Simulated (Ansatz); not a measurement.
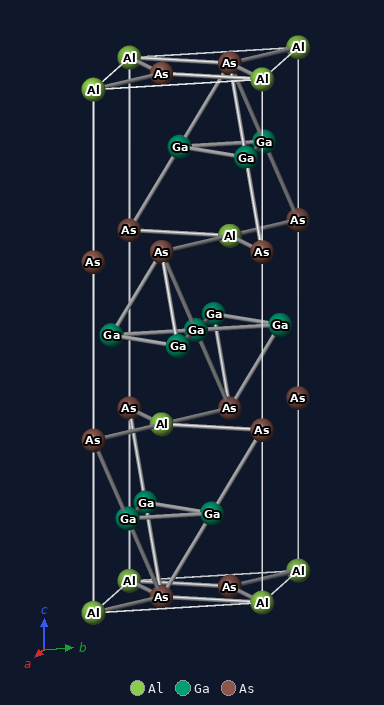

Shown here is a ball-and-stick view of the crystal, taken slightly off an axis. Thin lines show the conventional unit cell, with boundary atoms drawn in all their periodic places. Cell: a = 5.20 Å, b = 5.20 Å, c = 15.57 Å, α = 90.00°, β = 90.00°, γ = 120.00°.

Origin of the cell: a structure type filled with these elements by a generator (whether the compound takes this form wasn't checked). Earlier steps of the study may have refined or changed the cell and positions. It was the input of a calculation with Ansatz.

### In words:

Chemical formula AlGa₃As₂. It is rhombohedral (trigonal R), space group R-3m (No. 166). In the cell are 3 Al, 9 Ga, 6 As, which makes 3 formula units. The coordination shell of Al holds six As at about 3.0 Å. Ga is surrounded by four Ga and two As (about 2.6 Å to Ga, 2.9 Å to As). Each As atom has three Al and three Ga (about 3.0 Å to Al, 2.9 Å to Ga) around it. The bonds build a three-dimensional framework.

Electronic-structure method: Ansatz 0.2.0, DFT PBE, scalar-relativistic, plane waves, PAW. Parameters: a cutoff energy of 420 eV, k-points about 0.12 Å⁻¹ apart, Gaussian smearing of 0.1 eV, no spin polarisation.

### Is the electronic structure metallic or gapped?

A metal: bands cross the Fermi level.

### What charge does Bader's analysis assign to each element?

Al +0.76 e; Ga +0.04 e; As -0.44 e.

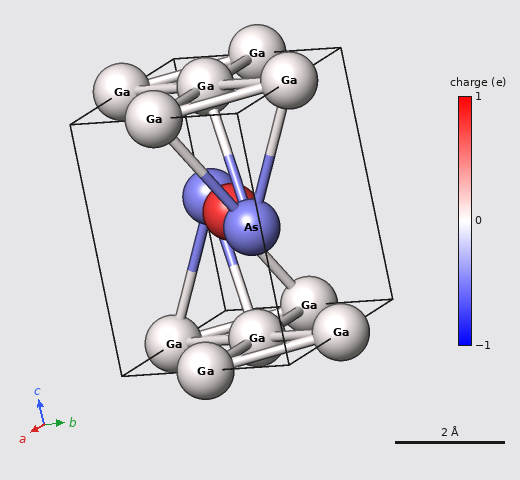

The atoms coloured by those charges. The run's cell of 6 atoms is drawn in a reduced setting, so axes and origin can differ from the first picture.

### Is the structure in equilibrium?

Yes. All forces vanish to within 0.01 eV/Å. The pressure is 0.0 GPa, close to zero.
